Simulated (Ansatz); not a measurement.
SiO$_{2}$

Input file:

```
crystal:
  lattice:
    - [7.0739289302, 0.0, 0.0]
    - [-3.5369644651, 6.1262021581, 0.0]
    - [0.0, 0.0, 6.5715243384]
  atoms:
    - { symbol: Si, position: [0.5390457011, 0.7695228505, 0.4166666667] }
    - { symbol: Si, position: [0.4609542989, 0.2304771495, 0.9166666667] }
    - { symbol: Si, position: [0.2304771495, 0.4609542989, 0.75] }
    - { symbol: Si, position: [0.7695228505, 0.2304771495, 0.5833333333] }
    - { symbol: Si, position: [0.7695228505, 0.5390457011, 0.25] }
    - { symbol: Si, position: [0.2304771495, 0.7695228505, 0.0833333333] }
    - { symbol: O, position: [0.6077002617, 0.3922997383, 0.0833333333] }
    - { symbol: O, position: [0.0, 0.6953700876, 0.1666666667] }
    - { symbol: O, position: [0.7845994766, 0.3922997383, 0.4166666667] }
    - { symbol: O, position: [0.6953700876, 0.6953700876, 0.3333333333] }
    - { symbol: O, position: [0.3046299124, 0.3046299124, 0.8333333333] }
    - { symbol: O, position: [0.6077002617, 0.2154005234, 0.75] }
    - { symbol: O, position: [0.2154005234, 0.6077002617, 0.9166666667] }
    - { symbol: O, position: [0.3046299124, 0.0, 0.0] }
    - { symbol: O, position: [0.0, 0.3046299124, 0.6666666667] }
    - { symbol: O, position: [0.3922997383, 0.7845994766, 0.25] }
    - { symbol: O, position: [0.3922997383, 0.6077002617, 0.5833333333] }
    - { symbol: O, position: [0.6953700876, 0.0, 0.5] }
basis:
  ecutwfc: 500
kpoints:
  mp_grid: { grid: [6, 6, 4] }
hamiltonian:
  xc: r2scan
scf:
  occupations: { method: gaussian, width: 0.02 }
output:
  forces: true
  stress: true
  eigenvalues: true
  write_density: true
  write_potential: true
  elf: true
  volumetric_format: npy
relax:
  adjacent_minimum: "off"
  f_tol: 0.01
  max_steps: 30
  cell: { stress_tol: 0.1, fix: [volume] }
```

Run with:

```sh
ansatz run input.yaml --threads 4 --pin off --max-ram 10240MiB --backend cpu --events-out ev --progress --plain --runs-dir out
```

Below, planes, directions and counts refer to the conventional cell (a = 7.15 Å, b = 7.15 Å, c = 6.42 Å, α = 90.00°, β = 90.00°, γ = 120.00°).

The fields are those of the run's last geometry, not of the input's.

Space group P6₅22; a structure from a database of computed crystals, not necessarily the ambient phase; changed on purpose from its base cell (volume × 0.88, shape and atoms relaxed); computed pressure about 19 GPa in this cell.

The calculation used Ansatz 0.2.0, DFT r2SCAN, scalar-relativistic, plane waves, PAW.

Core electrons are frozen (PAW), and the valence fields are smoothed inside the atomic spheres.

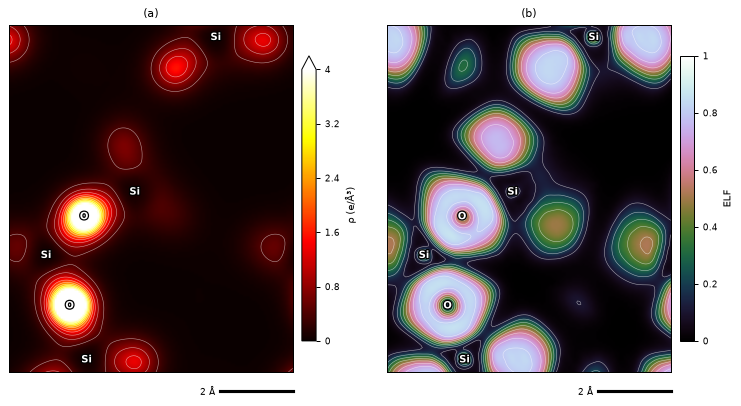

Figure 1. (a) valence pseudo-density; (b) electron localisation function on the (011) plane of the conventional cell.

Q: Interpret the plot.

A:
- The plane passes through Si and O nuclei.
- Atoms just off the plane (O, 0.7 Å away) can leave unmarked features too.
- Si–O (1.56 Å): ρ is about 1.4 e/Å³ halfway; the ELF peaks at about 0.85 between the atoms: a polar covalent bond.
- The density dies away to nearly zero in the voids.
- The ELF also peaks beside O, away from the bonds: lone-pair regions.

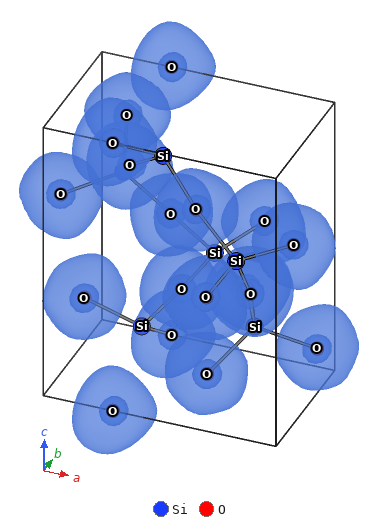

Figure 2. Isosurface of the ELF at 0.65 (blue), seen slightly off an axis. Core shells and regions of very low density are left out. Sticks mark near contacts.

Q: Where are the electrons localised?

A: The ELF exceeds this value in twelve regions on O in which the atom's valence shell and bonds are merged, counted in one cell of 18 atoms. Regions shared between cells count once. Along the contacts the grid gives the following. Si–O (1.55 Å): the ELF peaks at about 0.85 between the atoms: a polar covalent bond.

Q: Does the calculation make it a metal, or give it a gap?

A: It is gapped, with a Kohn–Sham gap of 6.3 eV on the k-point mesh (the band edges may lie off the mesh, which would make the gap smaller).
